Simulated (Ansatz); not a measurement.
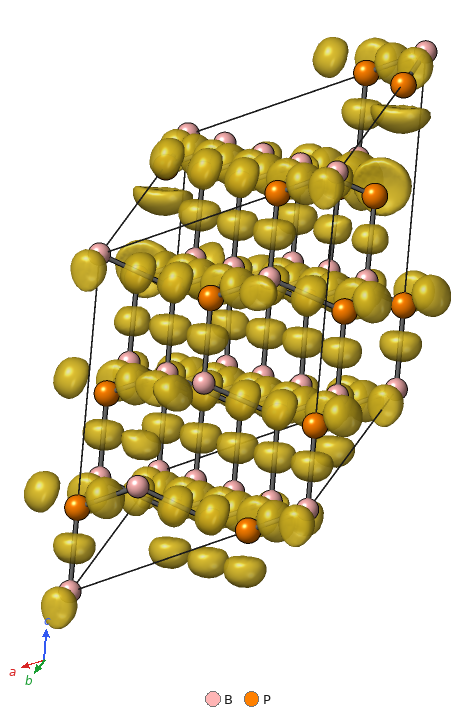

*B$_{15}$P$_{16}$ (cell charge −3, with a compensating background) (cell with a defect). Isosurface of the ELF at 0.85 (yellow), seen at an oblique angle. Only the valence region is drawn (cores and ρ < 0.01 e/Å³ removed). Sticks mark near contacts.*

The program warned that a starting moment wasn't kept; spin-polarised, but the moments vanished.

Theory: DFT PBE, scalar-relativistic, plane waves, PAW in Ansatz.

Question: Identify the bonds, lone pairs and shells in this picture.

Answer: At this value the surface marks out 60 regions between bonded B–P atoms (shared pairs) and four lobes on P, pointing away from the bonds (lone pairs), counted in one cell of 31 atoms. Regions shared between cells count once.

Values along the shortest contacts:
B–P (1.96 Å): the ELF peaks at about 0.95 between the atoms; a shared electron pair.

Question: Does the calculation make it a metal, or give it a gap?

Answer: It is gapped, with a Kohn–Sham gap of 0.81 eV on the k-point mesh, an upper bound to the gap of this method.
